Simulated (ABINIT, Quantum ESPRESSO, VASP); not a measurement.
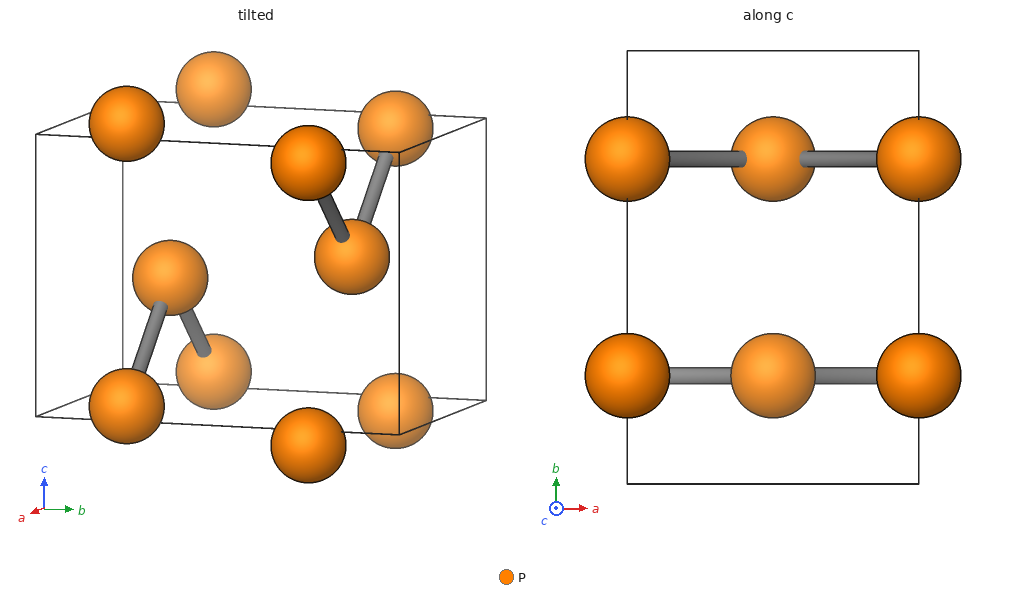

P, space group Imma (No. 74), a = 3.383 Å, b = 5.030 Å, c = 3.718 Å, α = 90.00°, β = 90.00°, γ = 90.00° (15.82 Å³/atom). We look at a ball-and-stick model of the crystal slightly off an axis and along the c axis. Lines trace the edges of the conventional unit cell. The cell is a structure listed in the Materials Project. This isn't the form of P at room conditions, which is orthorhombic.

The cell was scaled uniformly, at fixed shape and fractional positions, in three programs or potential sets. Alike in all runs: functional PBE; k mesh 11 × 11 × 11 on the run's cell of 2 atoms; occupations fermi-dirac, width 0.05 eV; no spin polarisation; no spin-orbit coupling.

Energies from Quantum ESPRESSO (SSSP 1.3 efficiency):

```tsv
volume (Å³/atom)	E − E(lowest point) (meV/atom)
14.868	41.07
15.185	23.65
15.501	11.32
15.817	3.58
16.134	0.00
16.450	0.17
16.767	3.71
```

Q: What equilibrium volume and bulk modulus do these points give?

A: V0 = 16.28 Å³/atom, B0 = 93.3 GPa and B0′ = 4.2. V0 lies 2.9 % above the volume of the cell as given.

The same fit in all programs:

| program | V0 (Å³/atom) | B0 (GPa) | B0′ |
| --- | --- | --- | --- |
| Quantum ESPRESSO (SSSP 1.3 efficiency) | 16.28 | 93.3 | 4.2 |
| ABINIT (JTH PAW PBE v2.0) | ? | ? | ? |
| VASP (PBE potentials, release 64 P) | 16.21 | 93.3 | 4.2 |

Q: What does ABINIT (JTH PAW PBE v2.0) give?

A: V0 = 16.27 Å³/atom, B0 = 92.9 GPa and B0′ = 4.2. The other rows span 16.21 to 16.28 Å³/atom and 93.3 to 93.3 GPa.

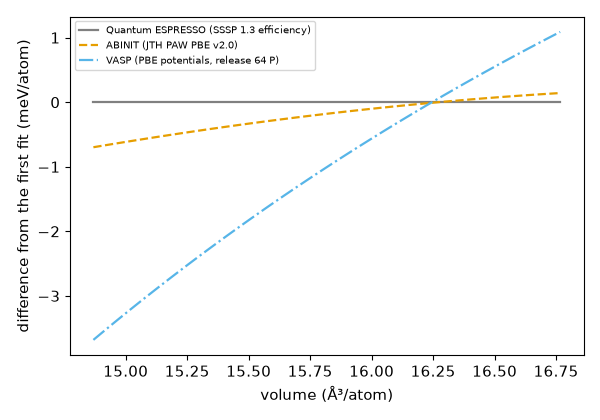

Each fitted curve, counted from its own minimum, less that of Quantum ESPRESSO (SSSP 1.3 efficiency). With one functional throughout, the spread comes from potentials, basis sets and numerical settings; B0′ is uncertain by a few tenths over so narrow a range.

Caveat: the cell was scaled at fixed shape and fractional positions, which overstates the stiffness of a crystal with free parameters, most of all of layers and chains.
